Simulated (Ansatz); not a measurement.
SnO2

Input

```
crystal:
  lattice:
    - [3.2281997375, 0.0, 0.0]
    - [-1.6140998687, 2.7957029812, 0.0]
    - [0.0, 0.0, 5.4923491137]
  atoms:
    - { symbol: Sn, position: [0.0, 0.0, 0.0] }
    - { symbol: O, position: [0.3333333333, 0.6666666667, 0.1841559794] }
    - { symbol: O, position: [0.6666666667, 0.3333333333, 0.8158440206] }
kpoints:
  mp_grid: { grid: [13, 13, 7] }
  band_path:
    path:
      - [0.0, 0.0, 0.0]
      - [0.5, 0.0, 0.0]
      - [0.3333333333, 0.3333333333, 0.0]
      - [0.0, 0.0, 0.0]
      - [0.0, 0.0, 0.5]
      - [0.5, 0.0, 0.5]
      - [0.3333333333, 0.3333333333, 0.5]
      - [0.0, 0.0, 0.5]
      - [0.5, 0.0, 0.5]
    npoints: 14
scf:
  occupations: { method: fermi_dirac, width: 0.08 }
hamiltonian:
  xc: pbe
  pseudopotentials: { kind: paw }
output:
  forces: true
  stress: true
  eigenvalues: true
  efg: { contact_densities: true }
  populations: true
  bader: true
  dos: { projected: true, de: 0.2, e_range: [-14, 8] }
  write_density: true
  write_potential: true
  elf: true
  volumetric_format: npy
```

Command:

```sh
ansatz run input.yaml --threads 1 --pin off --max-ram 4096MiB --backend cpu --events-out ev --progress --plain --runs-dir out
```

Below, planes, directions and counts refer to the conventional cell (a = 3.23 Å, b = 3.23 Å, c = 5.49 Å, α = 90.00°, β = 90.00°, γ = 120.00°).

Space group P-3m1.

All numbers below come from DFT, PBE, PAW with Ansatz's default frozen-core files, scalar-relativistic in Ansatz.

The density is the valence pseudo-density of a PAW calculation; it isn't the true density close to the nuclei.

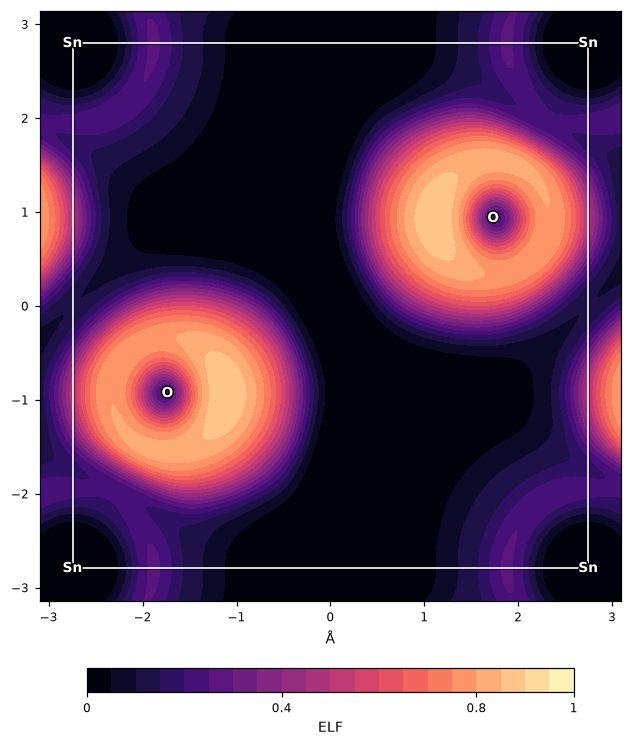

Figure 1. ELF on the (110) plane of the conventional cell.

Question: Describe what can be read from this map.

Answer: The plane passes through Sn and O nuclei. Sn–O (2.12 Å): the ELF peaks at about 0.80 in the valence shell of O, 0.6 Å from its nucleus, and is about 0.25 at the midpoint (no shared electron pair shows on this line). The ELF also peaks beside O, away from the bonds: lone-pair regions.

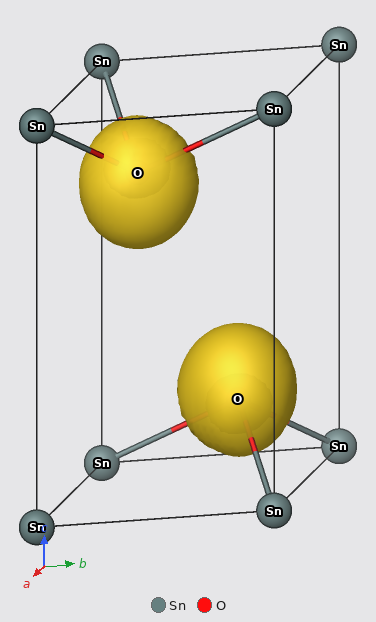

Figure 2. Isosurface of the ELF at 0.75 (yellow), seen slightly off an axis. Core shells and regions of very low density are left out. Sticks mark near contacts.

Question: Describe the localisation domains.

Answer: The ELF exceeds this value in two regions wrapped around O (the valence shell of each), counted in one cell of 3 atoms. Any copies at cell faces, edges or corners count once.
